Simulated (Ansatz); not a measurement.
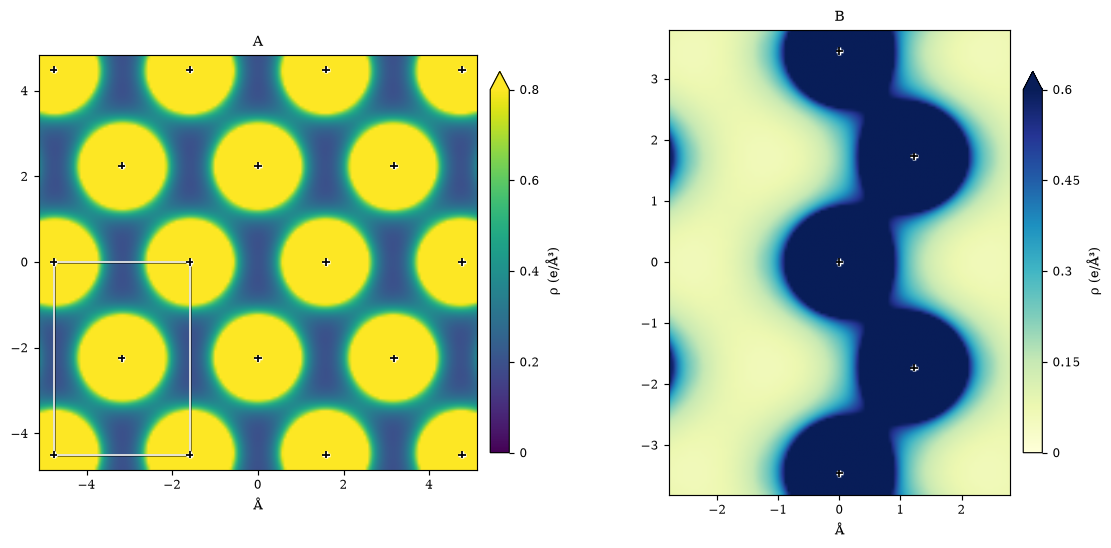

The valence pseudo-density of 2 systems, each on a plane through atoms (crosses mark nuclei in the plane).

Method: DFT, revPBE, plane waves (420 eV) with PAW, scalar-relativistic (Ansatz).

System 1: Co, the (011) plane of the conventional cell. Space group Fd-3m; set up as Co, diamond; a generated structure, not necessarily the stable one; changed on purpose from its base cell (volume × 0.96); computed pressure about 5 GPa in this cell; computed without spin polarisation.

System 2: Pt, the (11̄0) plane of the conventional cell. Space group Im-3m; set up as Pt, bcc; a generated structure, not necessarily the stable one.

```
Pt
1.0
     3.17816    0.00000    0.00000
     0.00000    3.17816    0.00000
     0.00000    0.00000    3.17816
Pt
2
Direct
  0.00000 0.00000 0.00000
  0.50000 0.50000 0.50000
```

Question: Which map belongs to which system?

Answer: Panel A is system 2, Pt: the plane holds Pt. Pt–Pt (2.75 Å): ρ is about 0.38 e/Å³ halfway. Panel B is system 1, Co: the plane holds Co. Co–Co (2.12 Å): ρ is about 0.68 e/Å³ halfway.
